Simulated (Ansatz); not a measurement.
System: a (100) slab cut from Hf (Im-3m), 16 atoms in the cell. Starting structure of the relaxation:

```
Hf
1.0
     7.00943    0.00000    0.00000
     0.00000    7.00943    0.00000
     0.00000    0.00000   21.25707
Hf
16
Direct
  0.25000 0.75000 0.37635
  0.25000 0.25000 0.37635
  0.75000 0.75000 0.37635
  0.75000 0.25000 0.37635
  0.50000 0.50000 0.45878
  0.50000 0.00000 0.45878
  0.00000 0.50000 0.45878
  0.00000 0.00000 0.45878
  0.75000 0.25000 0.54122
  0.75000 0.75000 0.54122
  0.25000 0.25000 0.54122
  0.25000 0.75000 0.54122
  0.00000 0.00000 0.62365
  0.00000 0.50000 0.62365
  0.50000 0.00000 0.62365
  0.50000 0.50000 0.62365
```

Computed with Ansatz: DFT PBE+D3(BJ), scalar-relativistic, plane waves, PAW, no spin polarisation, 3×3×1 k mesh, 420 eV cutoff.

What does the potential across the slab give for the work function?

The work function is 3.38 eV, the same on both faces. The two vacuum levels agree, so the slab has no net dipole along its normal. The outermost atoms are 5.2 Å apart, which leaves 16.1 Å of vacuum in a cell 21.3 Å high.

Spin-orbit coupling is left out, which matters for Hf.

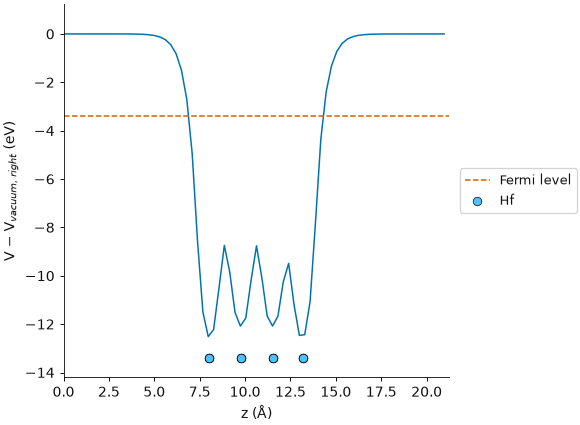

Plane-averaged electrostatic potential energy of an electron across the slab; circles at the bottom mark the heights of the atoms (positions after relaxation).
